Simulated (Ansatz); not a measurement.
Run report: TaSi2, geometry relaxation (part 2 of 2)

TaSi2 (P6₄22, 9 atoms in the cell); DFT PBE, scalar-relativistic, plane waves, PAW, no spin polarisation (Ansatz 0.2.0); cutoff 420 eV, 12×12×6 k-mesh, Gaussian smearing of 0.1 eV. The structure derives from an entry of the Crystallography Open Database.

Geometry of the input (Å; fractional positions):
```
4.7839  0.0000  0.0000
-2.3920  4.1430  0.0000
0.0000  0.0000  6.5700
Ta 0.5000  0.0000  0.0000
Ta 0.5000  0.5000  0.6667
Ta 0.0000  0.5000  0.3333
Si 0.1590  0.3179  0.0000
Si 0.8410  0.1590  0.6667
Si 0.6821  0.8410  0.3333
Si 0.8410  0.6821  0.0000
Si 0.1590  0.8410  0.6667
Si 0.3179  0.1590  0.3333
```

### Output, continued
```
--- Forces (eV/Å), atoms counted from 1 ---
  atom   1  Ta     0.00000000    -0.00000000    -0.00000000
  atom   2  Ta     0.00000000     0.00000000     0.00000000
  atom   3  Ta    -0.00000000     0.00000000     0.00000000
  atom   4  Si     0.00000000     0.00105297    -0.00000000
  atom   5  Si    -0.00091190     0.00052648     0.00000000
  atom   6  Si    -0.00091190    -0.00052648    -0.00000000
  atom   7  Si    -0.00000000    -0.00105297    -0.00000000
  atom   8  Si     0.00091190    -0.00052648     0.00000000
  atom   9  Si     0.00091190     0.00052648    -0.00000000
  max |Σ_I F_I| component: 1.94e-17 eV/Å
--- Stress (GPa, compression-positive) ---
        0.011127      -0.000000      -0.000000
       -0.000000       0.011127       0.000000
        0.000000       0.000000       0.006904
  P = ⅓ Tr σ = 0.0097 GPa (0.097 kbar)
--- Band table (eV; the first three rows and the last of 76) ---
  k-point 0: bands = ["-52.7135", "-52.6992", "-52.6992", "-19.3887", "-19.3865", "-19.3865", "-19.3222", "-19.3222", "-19.2322", "-19.2278", "-19.2251", "-19.2251", "1.6888", "4.9765", "4.9765", "8.5017", "9.0114", "9.0114", "9.2001", "9.2001", "10.1784", "11.1670", "11.1670", "11.5285", "12.4415", "12.4415", "12.5020", "12.5020", "12.5370", "12.8132", "12.8132", "13.4859", "15.7121", "17.9161", "17.9161", "18.3165", "18.4594", "18.4870", "18.8073", "18.8073", "18.9211"]
  k-point 1: bands = ["-52.7129", "-52.7023", "-52.6966", "-19.4112", "-19.3842", "-19.3552", "-19.3249", "-19.3242", "-19.2389", "-19.2386", "-19.2296", "-19.2095", "1.7965", "4.1067", "5.8442", "8.5930", "8.7424", "9.1031", "9.3294", "9.5591", "10.1450", "10.3066", "10.9213", "11.2326", "12.2872", "12.5284", "12.6466", "12.7496", "12.7965", "12.8952", "13.3383", "13.4338", "16.0768", "17.3168", "17.8671", "18.2561", "18.4838", "18.4868", "18.7190", "18.8727", "18.9370"]
  k-point 2: bands = ["-52.7112", "-52.7056", "-52.6950", "-19.4269", "-19.3715", "-19.3355", "-19.3279", "-19.3205", "-19.2580", "-19.2435", "-19.2345", "-19.1980", "2.1143", "3.3042", "6.6254", "8.5654", "8.8542", "9.2133", "9.2249", "9.6369", "10.0471", "10.2951", "10.3401", "10.6307", "12.2500", "12.4628", "12.5967", "12.7636", "12.8740", "13.0335", "13.3226", "14.7590", "16.6121", "17.4770", "17.4973", "17.9001", "18.3863", "18.4124", "18.6175", "18.8607", "18.8922"]
  k-point 75: bands = ["-52.7086", "-52.7015", "-52.7015", "-19.4272", "-19.4028", "-19.4028", "-19.3021", "-19.3021", "-19.2530", "-19.2229", "-19.2229", "-19.2048", "4.5692", "4.5692", "5.1432", "6.0032", "6.0032", "7.1027", "9.7791", "10.2020", "10.2020", "10.4514", "12.2097", "12.2097", "12.4274", "12.4274", "12.4580", "12.6280", "14.2362", "14.2362", "14.8302", "14.8302", "15.9058", "16.5319", "16.5319", "17.2399", "17.7739", "17.7739", "18.3685", "18.4495", "18.4495"]
--- Relaxed structure (4 steps of the walk, 4 accepted, 1 SCFs on fresh bases) ---
  F+E_penalty+E_count = -33615.92740701 eV   max|allowed force component| = 1.053e-3 eV/Å   (the final SCF, on the basis selected at the relaxed cell)
  cell:  # Å, volume = 131.9443 Å³
    - [4.805640174435137, -2.899873369026951e-11, 7.271028632472833e-34]
    - [-2.4028200871924548, 4.16180647252241, -2.5860317316364466e-34]
    - [4.992856611264031e-34, 3.32857107417602e-34, 6.59716902760209]
  atoms:
    - { symbol: Ta, position: [0.5000000000000001, -7.269340771298434e-21, -1.159667355458941e-34] }
    - { symbol: Ta, position: [0.5, 0.5, 0.6666666666666665] }
    - { symbol: Ta, position: [-2.7755575615628914e-17, 0.5000000000000001, 0.33333333333333326] }
    - { symbol: Si, position: [0.15891455468912974, 0.31782910937825953, -1.397843623315049e-34] }
    - { symbol: Si, position: [0.8410854453108705, 0.15891455468912977, 0.6666666666666665] }
    - { symbol: Si, position: [0.6821708906217405, 0.8410854453108704, 0.33333333333333326] }
    - { symbol: Si, position: [0.8410854453108703, 0.6821708906217405, -1.0619540148000255e-34] }
    - { symbol: Si, position: [0.15891455468912974, 0.8410854453108705, 0.6666666666666665] }
    - { symbol: Si, position: [0.31782910937825953, 0.15891455468912977, 0.33333333333333326] }
```

### Trajectory as extended XYZ (Å, eV, eV/Å), 5 frames, from step=1 to step=5
```
9
Lattice="4.7839 0.0000 0.0000 -2.3920 4.1430 0.0000 0.0000 0.0000 6.5700" Properties=species:S:1:pos:R:3:forces:R:3 step=1 energy=-33615.91394 pressure_GPa=2.52
Ta    2.3920    0.0000    0.0000    0.0000   0.0000   0.0000
Ta    1.1960    2.0715    4.3800    0.0000   0.0000   0.0000
Ta   -1.1960    2.0715    2.1900    0.0000   0.0000   0.0000
Si    0.0000    1.3172    0.0000    0.0000  -0.0052   0.0000
Si    3.6432    0.6586    4.3800    0.0045  -0.0026   0.0000
Si    1.2512    3.4844    2.1900    0.0045   0.0026   0.0000
Si    2.3920    2.8258    0.0000    0.0000   0.0052   0.0000
Si   -1.2512    3.4844    4.3800   -0.0045   0.0026   0.0000
Si    1.1407    0.6586    2.1900   -0.0045  -0.0026   0.0000
9
Lattice="4.8234 0.0000 0.0000 -2.4117 4.1771 0.0000 0.0000 0.0000 6.6067" Properties=species:S:1:pos:R:3:forces:R:3 step=2 energy=-33615.91992 pressure_GPa=-1.55
Ta    2.4117    0.0000    0.0000    0.0000   0.0000   0.0000
Ta    1.2058    2.0886    4.4045    0.0000   0.0000   0.0000
Ta   -1.2058    2.0886    2.2022    0.0000   0.0000   0.0000
Si    0.0000    1.3230    0.0000    0.0000   0.0551   0.0000
Si    3.6776    0.6615    4.4045   -0.0477   0.0275   0.0000
Si    1.2660    3.5157    2.2022   -0.0477  -0.0275   0.0000
Si    2.4117    2.8542    0.0000    0.0000  -0.0551   0.0000
Si   -1.2660    3.5157    4.4045    0.0477  -0.0275   0.0000
Si    1.1457    0.6615    2.2022    0.0477   0.0275   0.0000
9
Lattice="4.8061 0.0000 0.0000 -2.4031 4.1622 0.0000 0.0000 0.0000 6.5969" Properties=species:S:1:pos:R:3:forces:R:3 step=3 energy=-33615.92685 pressure_GPa=-0.02
Ta    2.4031    0.0000    0.0000    0.0000   0.0000   0.0000
Ta    1.2015    2.0811    4.3979    0.0000   0.0000   0.0000
Ta   -1.2015    2.0811    2.1990    0.0000   0.0000   0.0000
Si    0.0000    1.3225    0.0000    0.0000   0.0059   0.0000
Si    3.6608    0.6612    4.3979   -0.0051   0.0030   0.0000
Si    1.2578    3.5010    2.1990   -0.0051  -0.0030   0.0000
Si    2.4031    2.8398    0.0000    0.0000  -0.0059   0.0000
Si   -1.2578    3.5010    4.3979    0.0051  -0.0030   0.0000
Si    1.1453    0.6612    2.1990    0.0051   0.0030   0.0000
9
Lattice="4.8056 0.0000 0.0000 -2.4028 4.1618 0.0000 0.0000 0.0000 6.5972" Properties=species:S:1:pos:R:3:forces:R:3 step=4 energy=-33615.92686 pressure_GPa=0.00
Ta    2.4028    0.0000    0.0000    0.0000   0.0000   0.0000
Ta    1.2014    2.0809    4.3981    0.0000   0.0000   0.0000
Ta   -1.2014    2.0809    2.1991    0.0000   0.0000   0.0000
Si    0.0000    1.3227    0.0000    0.0000   0.0010   0.0000
Si    3.6601    0.6614    4.3981   -0.0009   0.0005   0.0000
Si    1.2573    3.5004    2.1991   -0.0009  -0.0005   0.0000
Si    2.4028    2.8391    0.0000    0.0000  -0.0010   0.0000
Si   -1.2573    3.5004    4.3981    0.0009  -0.0005   0.0000
Si    1.1455    0.6614    2.1991    0.0009   0.0005   0.0000
9
Lattice="4.8056 0.0000 0.0000 -2.4028 4.1618 0.0000 0.0000 0.0000 6.5972" Properties=species:S:1:pos:R:3:forces:R:3 step=5 energy=-33615.92741 pressure_GPa=0.01
Ta    2.4028    0.0000    0.0000    0.0000   0.0000   0.0000
Ta    1.2014    2.0809    4.3981    0.0000   0.0000   0.0000
Ta   -1.2014    2.0809    2.1991    0.0000   0.0000   0.0000
Si    0.0000    1.3227    0.0000    0.0000   0.0011   0.0000
Si    3.6601    0.6614    4.3981   -0.0009   0.0005   0.0000
Si    1.2573    3.5004    2.1991   -0.0009  -0.0005   0.0000
Si    2.4028    2.8391    0.0000    0.0000  -0.0011   0.0000
Si   -1.2573    3.5004    4.3981    0.0009  -0.0005   0.0000
Si    1.1455    0.6614    2.1991    0.0009   0.0005   0.0000
```

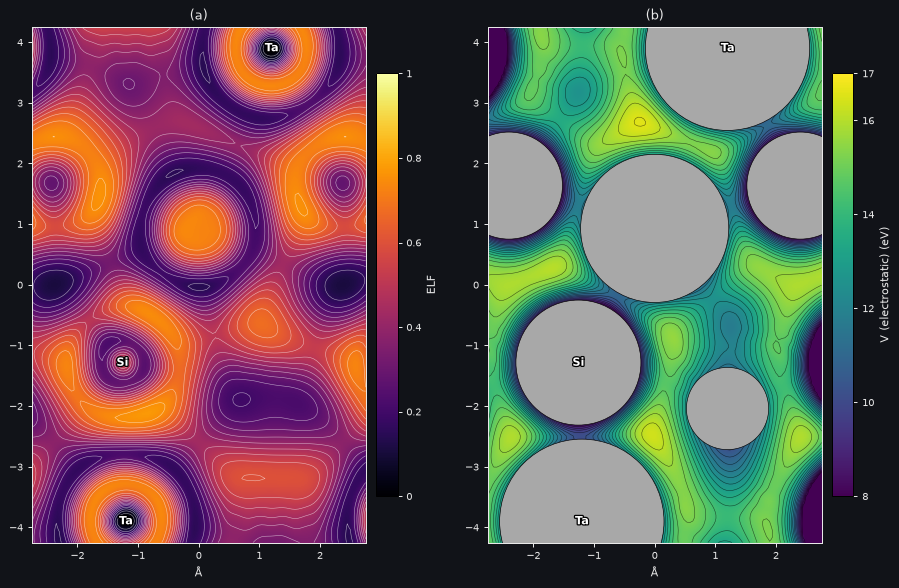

Figure 1. (a) electron localisation function; (b) electrostatic potential (local pseudopotential plus Hartree) felt by an electron on the (101) plane of the conventional cell. Grey discs, where drawn, cover atomic cores. Ta–Si (2.62 Å): the ELF is about 0.40 at the midpoint. The strong features right at Ta lie inside the PAW spheres (semicore, d or f shells) and say nothing about bonding. Outside the cores the potential energy rises away from the atoms and is highest about 1.6 Å from the nearest atoms; outside the discs it spans about 9 eV, and its zero is arbitrary. Core electrons are frozen (PAW), so the fields are smoothed inside the atomic spheres.

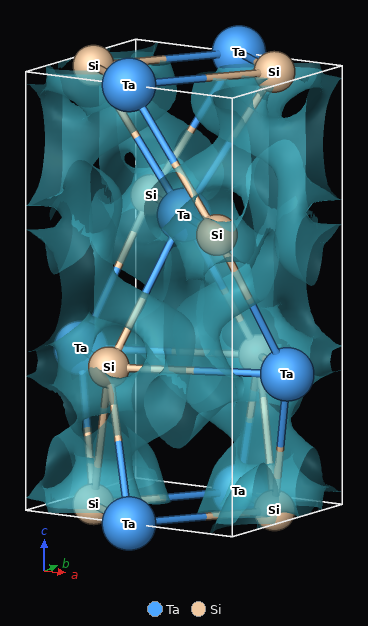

Figure 2. Isosurface of the electron localisation function at 0.6 (cyan), seen slightly off an axis. Only the valence region is drawn (cores and ρ < 0.01 e/Å³ removed). Sticks mark near contacts. The outline is the cell set on symmetry axes. The ELF exceeds this value in channels that run through the cell in one direction, counted in one cell of 9 atoms.  Values along the shortest contacts: Si–Si (2.57 Å): the ELF peaks at about 0.75 between the atoms, which marks a shared electron pair. Ta–Si (2.62 Å): the ELF is about 0.40 at the midpoint.

### Summary

```csv
quantity,value
outcome,converged
space group (tolerance 0.01 Å),P6₄22 (181)
electrons treated,63
free energy,−33615.9274 eV
Fermi energy,14.984 eV
gap on the k-point mesh,none (metallic)
pressure,0.01 GPa
final volume,131.94 Å³
largest force (length of the vector) at the end,0.001 eV/Å
final cell,"a = 4.806 Å, b = 4.806 Å, c = 6.597 Å, α = 90.00°, β = 90.00°, γ = 120.00°"
hardware,"4 threads of Intel Xeon @ 2.50GHz (Skylake/Cascade Lake), 32 GiB of memory available, shared host"
wall time,45 s (CPU time 3 min)
peak memory,0.72 GiB
```

### Notes

Spin–orbit coupling is left out, which matters for Ta.
